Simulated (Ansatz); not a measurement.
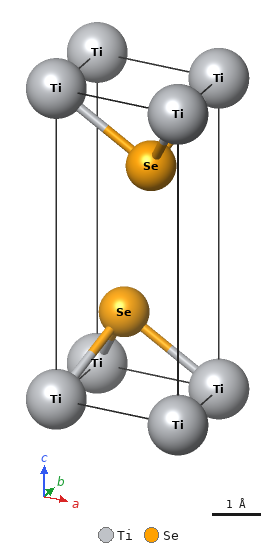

Reference structure: crystalline TiSe₂ (built on the CdI2 type). The picture is a ball-and-stick view of the cell of the calculation, seen slightly off an axis.

These are results of DFT PBE, spin-orbit coupling, plane waves, PAW in Ansatz 0.2.0, not measurements. Settings: plane-wave cutoff 420 eV; k-point mesh 12 × 12 × 6; occupations gaussian; smearing width 0.05 eV; spin-orbit.

The variant: The cell is strained by +0.5 % along [3 2 0], −0.5 % along [1 −3 0], none along the third axis (volume 0.0 %), the atoms keeping their fractional coordinates. No relaxation follows.

**What does the calculation give for the changed structure?**

The energy changes by less than 1 meV per atom. The pressure goes from 0.0 to 0.0 GPa. The principal stresses (compression positive) are 0.4 GPa roughly along [2 −3 1], −0.4 GPa roughly along [3 2 0], none along the third axis. The largest forces, 0.022 eV/Å, act on 2 Se atoms of the calculation's cell. It is metallic before and after. Among the bonded contacts that change: Se–Ti 2.564 → 2.557 to 2.572 Å. The space group (tolerance 0.01 Å) goes from P-3m1 (No. 164) to P-1 (No. 2).

Limits of the set-up: layers or molecules are held without a dispersion correction, so their spacing is unreliable.
